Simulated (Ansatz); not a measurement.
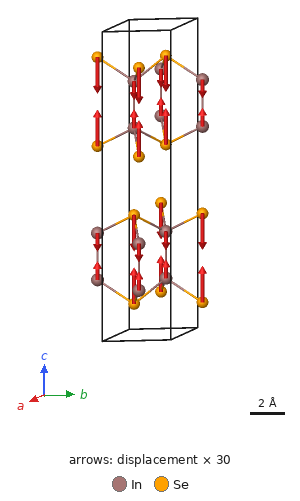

A relaxation of crystalline InSe (set up in P6_3/mmc). The starting structure is drawn; red arrows show the displacements (the part carried along by the change of the cell is left out), magnified 30 times.

Style: ball-and-stick. Shown: the cell of the calculation, slightly off an axis.

Method: Ansatz, DFT PBE, scalar-relativistic, plane waves, PAW. Set-up: plane-wave cutoff 420 eV; k-point mesh 12 × 12 × 2; occupations gaussian; smearing width 0.02 eV; no spin polarisation; cell relaxed at fixed volume; force threshold 0.01 eV/Å; at most 30 steps.

Atoms of which element are displaced furthest, and by how much?

Answer. Selenium: up to 0.075 Å, against 0.038 Å for indium.

What happened in the run?

Answer. The energy falls by 24.8 meV per cell of the calculation in 3 accepted moves (5 points after the start). The largest force component goes from 0.2 to 0.0018 eV/Å. Pressure: −1.06 GPa at the start and −0.07 GPa at the end. The line search rejected the trial step at point 1 of the run. At 1 point the geometry stayed and the basis and grid were re-selected for the new cell (energy shift of less than 0.05 meV per cell of the calculation at most each time). The largest moves relative to the cell, 0.075 Å, are those of Se atoms. Largest moves by element: Se 0.075 Å, In 0.038 Å. The drawn cell changes at constant volume: a = b 4.127 → 4.089 Å (−0.9 %), c 18.895 → 19.243 Å (+1.8 %). Some distances before and after: In–Se 2.707 → 2.682 Å, In–In 2.851 → 2.827 Å. The space group stays P6_3/mmc (No. 194). Cost: 4.5 min on 1 thread of Intel(R) Xeon(R) Platinum 8375C CPU @ 2.90GHz (Ice Lake), with other jobs on the host, peak memory 0.91 GiB.

Limits of the set-up: layers or molecules are held without a dispersion correction, so their spacing is unreliable.
